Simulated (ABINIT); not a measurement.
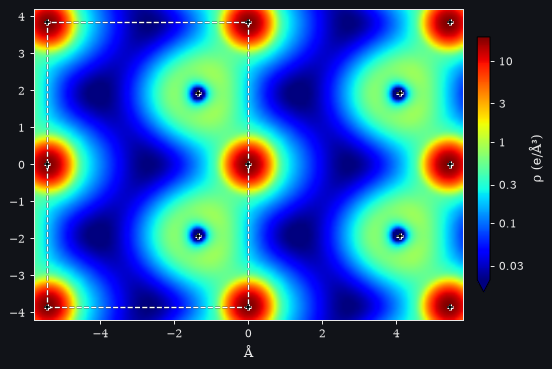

The valence electron density on a plane through atoms (crosses mark nuclei in the plane).

Theory: Kohn-Sham DFT of a periodic cell, PBE, JTH PAW PBE v2.0 in ABINIT 10.8.3.

Candidates:
A. GaP, a = 5.45 Å, b = 5.45 Å, c = 5.45 Å, α = 90.00°, β = 90.00°, γ = 90.00°. Space group F-43m; computed pressure about 3 GPa in this cell.
B. PtSe₂, a = 3.72 Å, b = 3.72 Å, c = 5.06 Å, α = 90.00°, β = 90.00°, γ = 120.00°. Space group P-3m1; not relaxed (largest force 0.7 eV/Å); computed pressure about 8 GPa in this cell.

Q: Which system is this?

A: Candidate A: GaP on the (110) plane of the conventional cell, which holds Ga and P. Ga–P (2.36 Å): ρ is about 0.55 e/Å³ halfway.
